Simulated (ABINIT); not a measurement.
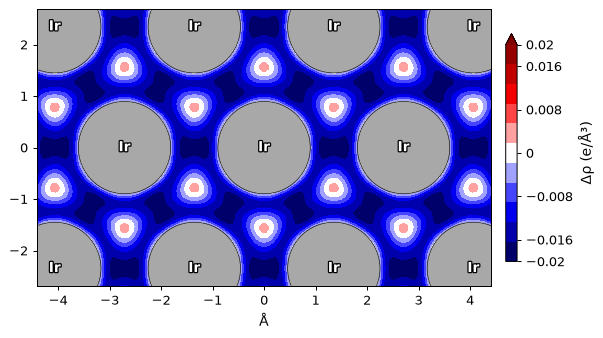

Ir. Difference of the valence pseudo-densities of two functionals at the same geometry, on the (111) plane of the calculation cell: one of AM05 and HCTH407 less the other.

Both computed with ABINIT (plane waves, PAW), on the same k-point mesh. Grey discs cover the atomic cores.

**Which was subtracted from which, and what does the map show?**

It is HCTH407 less AM05. Against AM05, HCTH407 gives less density around Ir (−0.013 e/Å³ on average at 1.0 Å from the nucleus) and a change of −0.018 e/Å³ at the midpoint of Ir–Ir.
